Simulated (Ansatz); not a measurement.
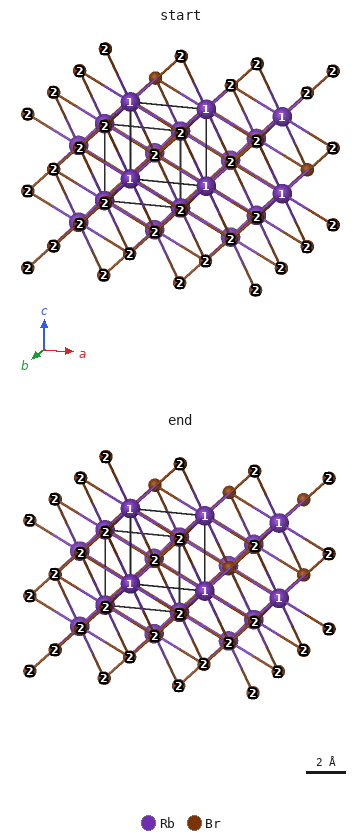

The structure of solid RbBr (set up in Pm-3m) before (top) and after (bottom) a relaxation, at one scale.

The picture is a ball-and-stick view of the cell of the calculation, repeated 2 × 2 × 1 with one cell outlined, seen from a free direction.

Case: relaxed again under DFT PBE+D3(BJ), scalar-relativistic, plane waves, PAW.

Level of theory: DFT PBE+D3(BJ), scalar-relativistic, plane waves, PAW in Ansatz. Settings: plane-wave cutoff 420 eV; k-point mesh 6 × 6 × 6; occupations gaussian; smearing width 0.02 eV; no spin polarisation; cell and atoms relaxed; force threshold 0.005 eV/Å; at most 50 steps.

Question: Describe what moved and what it gained.

Answer: The atoms keep their places relative to the cell (all moves are under 0.005 Å). The drawn cell changes as follows: a = b = c 4.193 → 4.107 Å (−2.1 %); the volume changes by −6.0 %. Among the contacts that change: Rb1–Br2 3.631 → 3.557 Å. The space group stays Pm-3m (No. 221). Over 3 accepted moves (4 points after the start) the energy falls by 13.1 meV per cell of the calculation. All forces vanish by symmetry, so only the cell relaxes. The pressure goes from −0.89 to 0.01 GPa. At 1 point the geometry stayed and the basis and grid were re-selected for the new cell (energy shift of 0.2 meV per cell of the calculation at most each time). Cost: 5.8 s on 1 thread of Arm Neoverse V2, with other jobs on the host, peak memory 0.31 GiB.
